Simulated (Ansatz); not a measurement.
System: FeO.

Space group I4/mmm; the calculation finds a residual pressure of about 3 GPa at this fixed cell; spin-polarised. Net moment 0.0 μB in the 4-atom cell of the calculation; other magnetic orders weren't tried. Effective Hubbard U: 5.3 eV on Fe d. The cell comes from a database of computed structures, not from a measurement.

```cif
data_structure
_symmetry_space_group_name_H-M 'P 1'
_symmetry_Int_Tables_number 1
_cell_length_a 3.0780
_cell_length_b 3.0780
_cell_length_c 5.2563
_cell_angle_alpha 102.666
_cell_angle_beta 102.666
_cell_angle_gamma 62.732
_cell_volume 42.78
loop_
_atom_site_label
_atom_site_type_symbol
_atom_site_fract_x
_atom_site_fract_y
_atom_site_fract_z
_atom_site_occupancy
Fe1 Fe 0.50000 0.50000 0.50000 1
Fe2 Fe 0.00000 0.00000 0.00000 1
O1 O 0.75000 0.75000 0.25000 1
O2 O 0.25000 0.25000 0.75000 1
```

These are results of DFT PBE+U, scalar-relativistic, plane waves, PAW in Ansatz, not measurements.

### What makes up the frontier states of this crystal?

It is gapped, with a Kohn–Sham gap of 2.2 eV on the k-point mesh.
- The top of the valence band: O 2p (50 %) and Fe 3d (50 %) by Löwdin projection on a minimal orbital set; in space Fe about 55 % and O about 45 %.
- The bottom of the conduction band: Fe 4s (55 %), O 2s (30 %) and O 2p (10 %) by Löwdin projection on a minimal orbital set; in space O about 60 % and Fe about 40 %.

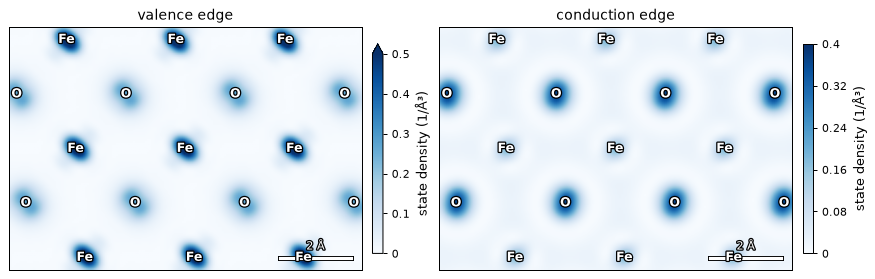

Computed densities of these states (windows −0.6 to 0.0 eV and +2.2 to +2.8 eV about the valence-band maximum) on the (101) plane of the calculation cell.

In a PAW calculation such maps are meaningful between the atoms, not at the nuclei.
